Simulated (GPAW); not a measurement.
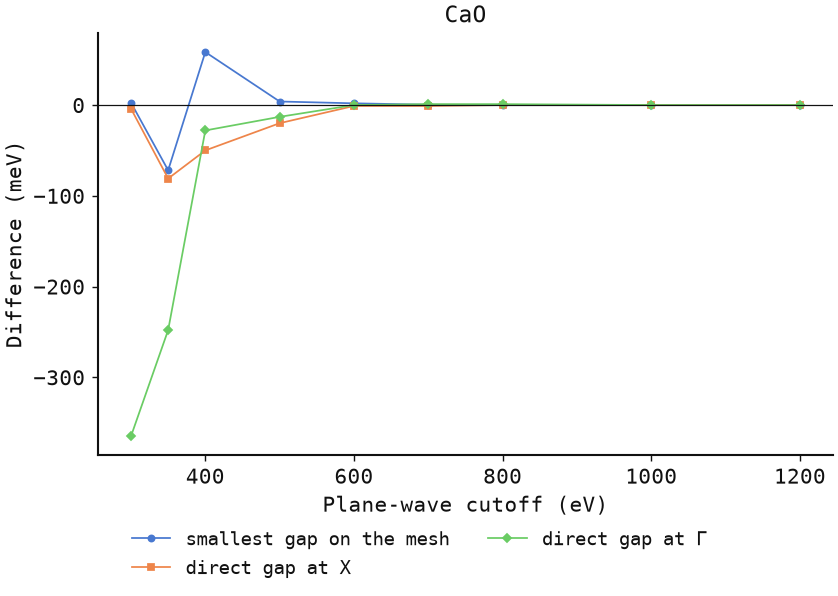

Gaps of rocksalt CaO, space group Fm-3m (No. 225), 2 atoms in the primitive cell (cubic a = 4.807 Å) as the plane-wave cutoff is raised, all else fixed. The plot shows differences from the last run. Method: PBE, GPAW PAW data sets (gpaw-data 1.2.1), no spin polarisation, no spin-orbit coupling, 10×10×10 k mesh, Fermi-Dirac smearing of 0.05 eV (GPAW 26.7.0).

Q: How well are these gaps converged with the plane-wave cutoff?

A: The smallest gap on the mesh starts +3 meV from the last run and stays within 10 meV of it from 500 eV on. The direct gap at X starts −4 meV from the last run and stays within 10 meV of it from 600 eV on. The direct gap at Γ starts −365 meV from the last run and stays within 10 meV of it from 600 eV on. The approach isn't monotonic for the smallest gap on the mesh and direct gap at X.

| plane-wave cutoff | smallest gap on the mesh (eV) | direct gap at X (eV) | direct gap at Γ (eV) |
| --- | --- | --- | --- |
| 300 eV | 3.693 | 4.064 | 4.368 |
| 350 eV | 3.619 | 3.987 | 4.485 |
| 400 eV | 3.749 | 4.018 | 4.705 |
| 500 eV | 3.695 | 4.048 | 4.720 |
| 600 eV | 3.693 | 4.067 | 4.733 |
| 700 eV | 3.691 | 4.067 | 4.734 |
| 800 eV | 3.691 | 4.068 | 4.734 |
| 1000 eV | 3.691 | 4.068 | 4.733 |
| 1200 eV | 3.691 | 4.068 | 4.733 |

LDA, GGA and most meta-GGA functionals understate gaps. The cell is a database's computed one.
